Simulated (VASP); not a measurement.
**Geometry relaxation of KTaO3 (part 2 of 3)**

Continued. System: KTaO3 (5 atoms in the cell). Method: Kohn-Sham DFT of a periodic cell, LDA, VASP PAW LDA potentials, recommended, no spin polarisation (VASP 6.6.1); cutoff 600 eV, 8×8×8 k-mesh, Gaussian smearing of 0.02 eV. The structure was built on a prototype by a generator; it need not be a known phase.

Geometry of the input (Å; fractional positions):
```
3.9949  0.0000  0.0000
0.0000  3.9949  0.0000
0.0000  0.0000  3.9949
K  0.0000  0.0000  0.0000
Ta 0.5000  0.5000  0.5000
O  0.5000  0.5000  0.0000
O  0.5000  0.0000  0.5000
O  0.0000  0.5000  0.5000
```

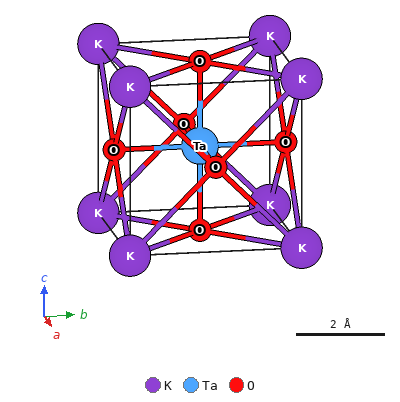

*The starting structure (ball-and-stick view of the cell of the calculation, seen slightly off an axis). An atom can appear more than once, as a periodic image.*

## Parts of OUTCAR, continued
```
 Following reciprocal coordinates:
            Coordinates               Weight
  0.000000  0.000000  0.000000      1.000000
  0.125000  0.000000  0.000000      6.000000
  0.250000  0.000000  0.000000      6.000000
  0.375000  0.000000  0.000000      6.000000
  0.500000  0.000000  0.000000      3.000000
  0.125000  0.125000  0.000000     12.000000
  0.250000  0.125000  0.000000     24.000000
  0.375000  0.125000  0.000000     24.000000
  0.500000  0.125000  0.000000     12.000000
  0.250000  0.250000  0.000000     12.000000
  0.375000  0.250000  0.000000     24.000000
  0.500000  0.250000  0.000000     12.000000
  0.375000  0.375000  0.000000     12.000000
  0.500000  0.375000  0.000000     12.000000
  0.500000  0.500000  0.000000      3.000000
  0.125000  0.125000  0.125000      8.000000
  0.250000  0.125000  0.125000     24.000000
  0.375000  0.125000  0.125000     24.000000
  0.500000  0.125000  0.125000     12.000000
  0.250000  0.250000  0.125000     24.000000
  0.375000  0.250000  0.125000     48.000000
  0.500000  0.250000  0.125000     24.000000
  0.375000  0.375000  0.125000     24.000000
  0.500000  0.375000  0.125000     24.000000
 [... further k-points ...]
   k-points           NKPTS =     35   k-points in BZ     NKDIM =     35   number of bands    NBANDS=     23
   number of dos      NEDOS =    301   number of ions     NIONS =      5
   total plane-waves  NPLWV =  32768
   dimension x,y,z NGX =    32 NGY =   32 NGZ =   32
   dimension x,y,z NGXF=    64 NGYF=   64 NGZF=   64
   ions per type =               1   1   3
   NGX,Y,Z   is equivalent  to a cutoff of  13.32, 13.32, 13.32 a.u.
   NGXF,Y,Z  is equivalent  to a cutoff of  26.63, 26.63, 26.63 a.u.
 SYSTEM =  KTaO3
   PREC   = accura    normal or accurate (medium, high low for compatibility)
   ISTART =      0    job   : 0-new  1-cont  2-samecut
   ICHARG =      2    charge: 1-file 2-atom 10-const
   ISPIN  =      1    spin polarized calculation?
   LNONCOLLINEAR =      F non collinear calculations
   LSORBIT =      F    spin-orbit coupling
   LASPH  =      T    aspherical Exc in radial PAW
   ENCUT  =  600.0 eV  44.10 Ry    6.64 a.u.   7.98  7.98  7.98*2*pi/ulx,y,z
   NELM   =    100;   NELMIN=  2; NELMDL= -5     # of ELM steps
   EDIFF  = 0.1E-05   stopping-criterion for ELM
   LREAL  =      F    real-space projection
   EDIFFG = -.2E-02   stopping-criterion for IOM
   NSW    =    100    number of steps for IOM
   IBRION =      2    ionic relax: 0-MD 1-quasi-New 2-CG
   NFREE  =      1    steps in history (QN), initial steepest desc. (CG)
   ISIF   =      3    stress and relaxation
   ISYM   =      2    0-nonsym 1-usesym 2-fastsym
   POTIM  = 0.5000    time-step for ionic-motion
   TEBEG  =    0.0;   TEEND  =   0.0 temperature during run
   PSTRESS=    0.0 pullay stress
   NELECT =      38.0000    total number of electrons
   NUPDOWN=      -1.0000    fix difference up-down
   EMIN   =  10.00;   EMAX   =-10.00  energy-range for DOS
   EFERMI =   0.00;   METHOD = LEGACY
   ISMEAR =     0;   SIGMA  =   0.02  broadening in eV -4-tet -1-fermi 0-gaus
   EFERMI_NEDOS =   21; number of points for ismear=-14 and -15
   IALGO  =     68    algorithm
   IMIX   =      4    mixing-type and parameters
     AMIX     =   0.40;   BMIX     =  1.00
     AMIX_MAG =   1.60;   BMIX_MAG =  1.00
  volume/ion in A,a.u.               =      12.75        86.05
  Fermi-wavevector in a.u.,A,eV,Ry     =   1.377734  2.603540 25.825924  1.898152
  Thomas-Fermi vector in A             =   2.502860
   LORBIT       =      0    0 simple, 1 ext, 2 COOP (PROOUT), +10 PAW based schemes
   GGA     = CA    functional components
   LHFCALC =     F    Hartree Fock is set to
   AEXX    =    0.0000 exact exchange contribution
   IVDW    =     0    specifies the selected vdW correction
   LEPSILON=     F    determine dielectric tensor
   LRPA    =     F    only Hartree local field effects (RPA)
 conjugate gradient relaxation of ions
 non-spin polarized calculation
 RMM-DIIS sequential band-by-band and
 Gauss-broadening in eV      SIGMA  =   0.02
  energy-cutoff  :      600.00
  volume of cell :       63.75
 maximum number of plane-waves:      2176
 NGX is ok and might be reduce to    32
   NGX = 15   NGY = 15   NGZ = 15

--------------------------------------- Ionic step        1  -------------------------------------------

 number of electron      37.9999993 magnetization

 Free energy of the ion-electron system (eV)
  ---------------------------------------------------
  ext. energy  EPLUGINS =         0.00000000
  ---------------------------------------------------
  free energy    TOTEN  =       -45.04069151 eV

  energy without entropy =      -45.04069151  energy(sigma->0) =      -45.04069151

------------------------ aborting loop because EDIFF is reached ----------------------------------------

  FORCE on cell =-STRESS in cart. coord.  units (eV):
  Direction    XX          YY          ZZ          XY          YZ          ZX
  --------------------------------------------------------------------------------------
  -------------------------------------------------------------------------------------
  Total       -2.2263282     -2.2263282     -2.2263282      0.0000000     -0.0000000      0.0000000
  in kB      -55.9484572    -55.9484572    -55.9484572      0.0000000     -0.0000000      0.0000000
  external PRESSURE =     -55.9484572 kB  Pullay stress =       0.0000000 kB

 VOLUME and BASIS-vectors are now :
 -----------------------------------------------------------------------------
  energy-cutoff  :      600.00
  volume of cell :       63.75
      direct lattice vectors                 reciprocal lattice vectors
     3.994881370  0.000000000  0.000000000     0.250320324  0.000000000  0.000000000
     0.000000000  3.994881370  0.000000000     0.000000000  0.250320324  0.000000000
     0.000000000  0.000000000  3.994881370     0.000000000  0.000000000  0.250320324

 POSITION                                       TOTAL-FORCE (eV/Angst)
 -----------------------------------------------------------------------------------
      0.00000      0.00000      0.00000         0.000000      0.000000      0.000000
      1.99744      1.99744      1.99744         0.000000      0.000000      0.000000
      1.99744      1.99744      0.00000         0.000000      0.000000      0.000000
      1.99744      0.00000      1.99744         0.000000      0.000000      0.000000
      0.00000      1.99744      1.99744         0.000000      0.000000      0.000000
 -----------------------------------------------------------------------------------
    total drift:                                0.000000     -0.000000     -0.000000

  FREE ENERGIE OF THE ION-ELECTRON SYSTEM (eV)
  ---------------------------------------------------
  free  energy   TOTEN  =       -45.0406915087 eV

  energy  without entropy=      -45.0406915087  energy(sigma->0) =      -45.04069151

--------------------------------------- Ionic step        2  -------------------------------------------

 number of electron      37.9999980 magnetization

------------------------ aborting loop because EDIFF is reached ----------------------------------------

  FORCE on cell =-STRESS in cart. coord.  units (eV):
  Direction    XX          YY          ZZ          XY          YZ          ZX
  --------------------------------------------------------------------------------------
  -------------------------------------------------------------------------------------
  Total        3.3437644      3.3437644      3.3437644     -0.0000000      0.0000000     -0.0000000
  in kB       89.6863881     89.6863881     89.6863881     -0.0000000      0.0000000     -0.0000000
  external PRESSURE =      89.6863881 kB  Pullay stress =       0.0000000 kB

 VOLUME and BASIS-vectors are now :
 -----------------------------------------------------------------------------
  energy-cutoff  :      600.00
  volume of cell :       59.73
      direct lattice vectors                 reciprocal lattice vectors
     3.909068136  0.000000000  0.000000000     0.255815444  0.000000000 -0.000000000
     0.000000000  3.909068136  0.000000000    -0.000000000  0.255815444  0.000000000
     0.000000000 -0.000000000  3.909068136     0.000000000 -0.000000000  0.255815444

 POSITION                                       TOTAL-FORCE (eV/Angst)
 -----------------------------------------------------------------------------------
      0.00000      0.00000      0.00000        -0.000000      0.000000      0.000000
      1.95453      1.95453      1.95453        -0.000000      0.000000      0.000000
      1.95453      1.95453      0.00000        -0.000000      0.000000      0.000000
      1.95453      0.00000      1.95453         0.000000     -0.000000      0.000000
      0.00000      1.95453      1.95453         0.000000     -0.000000      0.000000
 -----------------------------------------------------------------------------------
    total drift:                                0.000000     -0.000000     -0.000000

  FREE ENERGIE OF THE ION-ELECTRON SYSTEM (eV)
  ---------------------------------------------------
  free  energy   TOTEN  =       -45.0091785521 eV

  energy  without entropy=      -45.0091785521  energy(sigma->0) =      -45.00917855

--------------------------------------- Ionic step        3  -------------------------------------------

 number of electron      37.9999982 magnetization

------------------------ aborting loop because EDIFF is reached ----------------------------------------

  FORCE on cell =-STRESS in cart. coord.  units (eV):
  Direction    XX          YY          ZZ          XY          YZ          ZX
  --------------------------------------------------------------------------------------
  -------------------------------------------------------------------------------------
  Total       -0.0243778     -0.0243778     -0.0243778      0.0000000      0.0000000      0.0000000
  in kB       -0.6294248     -0.6294248     -0.6294248      0.0000000      0.0000000      0.0000000
  external PRESSURE =      -0.6294248 kB  Pullay stress =       0.0000000 kB

 VOLUME and BASIS-vectors are now :
 -----------------------------------------------------------------------------
  energy-cutoff  :      600.00
  volume of cell :       62.05
      direct lattice vectors                 reciprocal lattice vectors
     3.959014874  0.000000000  0.000000000     0.252588089  0.000000000 -0.000000000
     0.000000000  3.959014874  0.000000000    -0.000000000  0.252588089  0.000000000
     0.000000000 -0.000000000  3.959014874     0.000000000 -0.000000000  0.252588089

 POSITION                                       TOTAL-FORCE (eV/Angst)
 -----------------------------------------------------------------------------------
      0.00000      0.00000      0.00000        -0.000000      0.000000      0.000000
      1.97951      1.97951      1.97951         0.000000     -0.000000      0.000000
      1.97951      1.97951      0.00000        -0.000000      0.000000      0.000000
      1.97951      0.00000      1.97951         0.000000     -0.000000      0.000000
      0.00000      1.97951      1.97951         0.000000     -0.000000      0.000000
 -----------------------------------------------------------------------------------
    total drift:                                0.000000     -0.000000     -0.000000

  FREE ENERGIE OF THE ION-ELECTRON SYSTEM (eV)
  ---------------------------------------------------
  free  energy   TOTEN  =       -45.0714557127 eV

  energy  without entropy=      -45.0714557127  energy(sigma->0) =      -45.07145571

--------------------------------------- Ionic step        4  -------------------------------------------

 number of electron      37.9999982 magnetization

------------------------ aborting loop because EDIFF is reached ----------------------------------------

  FORCE on cell =-STRESS in cart. coord.  units (eV):
  Direction    XX          YY          ZZ          XY          YZ          ZX
  --------------------------------------------------------------------------------------
  -------------------------------------------------------------------------------------
  Total        0.0222819      0.0222819      0.0222819     -0.0000000      0.0000000      0.0000000
  in kB        0.5756226      0.5756226      0.5756226     -0.0000000      0.0000000      0.0000000
  external PRESSURE =       0.5756226 kB  Pullay stress =       0.0000000 kB

 VOLUME and BASIS-vectors are now :
 -----------------------------------------------------------------------------
  energy-cutoff  :      600.00
  volume of cell :       62.02
      direct lattice vectors                 reciprocal lattice vectors
     3.958297544  0.000000000  0.000000000     0.252633863  0.000000000 -0.000000000
     0.000000000  3.958297544  0.000000000    -0.000000000  0.252633863  0.000000000
     0.000000000 -0.000000000  3.958297544     0.000000000 -0.000000000  0.252633863

 POSITION                                       TOTAL-FORCE (eV/Angst)
 -----------------------------------------------------------------------------------
      0.00000      0.00000      0.00000        -0.000000      0.000000      0.000000
      1.97915      1.97915      1.97915         0.000000     -0.000000      0.000000
      1.97915      1.97915      0.00000        -0.000000      0.000000      0.000000
      1.97915      0.00000      1.97915         0.000000     -0.000000      0.000000
      0.00000      1.97915      1.97915         0.000000     -0.000000      0.000000
 -----------------------------------------------------------------------------------
    total drift:                                0.000000     -0.000000     -0.000000
```
